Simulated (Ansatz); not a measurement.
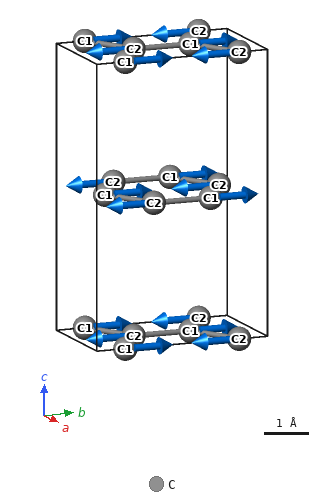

One vibrational mode of solid C at the zone centre. The blue arrows give the relative displacements of the atoms. Style: ball-and-stick. Shown: the conventional cell (4 times the calculation's cell), from a free direction. Lengths and directions refer to the drawn axes.

Level of theory: DFT PBE+D3(BJ), scalar-relativistic, plane waves, PAW (Ansatz).

Input
```yaml
crystal:
  lattice:
    - [0.0, 2.1341341533, 3.3964015074]
    - [1.2327708368, 0.0, 3.3964015074]
    - [1.2327708368, 2.1341341533, 0.0]
  atoms:
    - { symbol: C, position: [0.1666910991, 0.8333089009, 0.1666910991] }
    - { symbol: C, position: [0.8333089009, 0.1666910991, 0.8333089009] }
basis:
  ecutwfc: 420
kpoints:
  mp_grid: { grid: [18, 18, 18] }
hamiltonian:
  xc: pbe
  dispersion: d3bj
scf:
  occupations: { method: gaussian, width: 0.02 }
output:
  eigenvalues: true
phonons:
  method: dfpt
  eigenvectors: true
```

Command:
```bash
ansatz run input.yaml --threads 1 --pin off --max-ram 3072MiB --backend cpu --events-out ev --progress --plain --runs-dir out
```

Frequencies are those without the non-analytic (LO–TO) term.

What mode is this, and where does it lie in the spectrum?

Answer. This is the A_g mode at 1576 cm⁻¹, the highest optical level, Raman-active by symmetry. All motion is along b; atoms of one kind move against one another, with no net shift of their sublattice; it stretches the shortest C–C bonds (1.42 Å).
